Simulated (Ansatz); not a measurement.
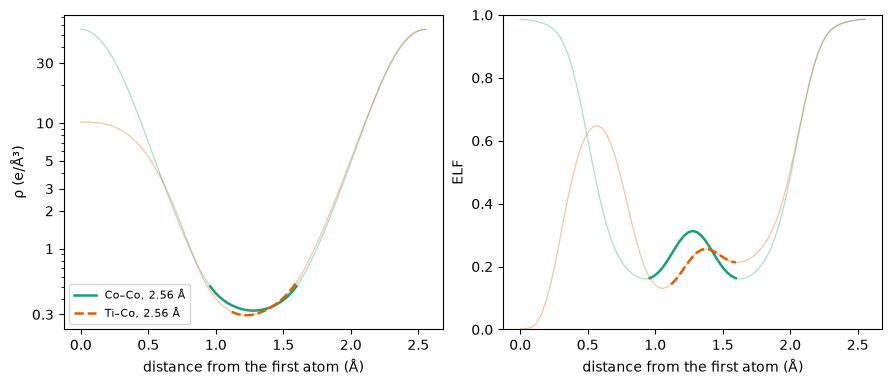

TiCo3. Valence electron density and electron localisation function along straight lines between neighbouring atoms. Thin, pale parts lie inside the atomic spheres.

Space group Pm-3m; computed pressure about −10 GPa in this cell; spin-polarised.

Method: DFT PBEsol, scalar-relativistic, plane waves, PAW in Ansatz.

The density is the valence pseudo-density of a PAW calculation; it isn't the true density close to the nuclei.

```
Ti Co
1.0
     3.61400    0.00000    0.00000
     0.00000    3.61400    0.00000
     0.00000    0.00000    3.61400
Ti Co
1 3
Direct
  0.00000 0.00000 0.00000
  0.00000 0.50000 0.50000
  0.50000 0.00000 0.50000
  0.50000 0.50000 0.00000
```

Compare the contacts.

Answer. Co–Co (2.56 Å): the density is about 0.32 e/Å³ at the midpoint; the ELF is about 0.30 at the midpoint.
Ti–Co (2.56 Å): ρ is about 0.3 e/Å³ halfway; the ELF is about 0.25 at the midpoint; no shared electron pair shows on this line.
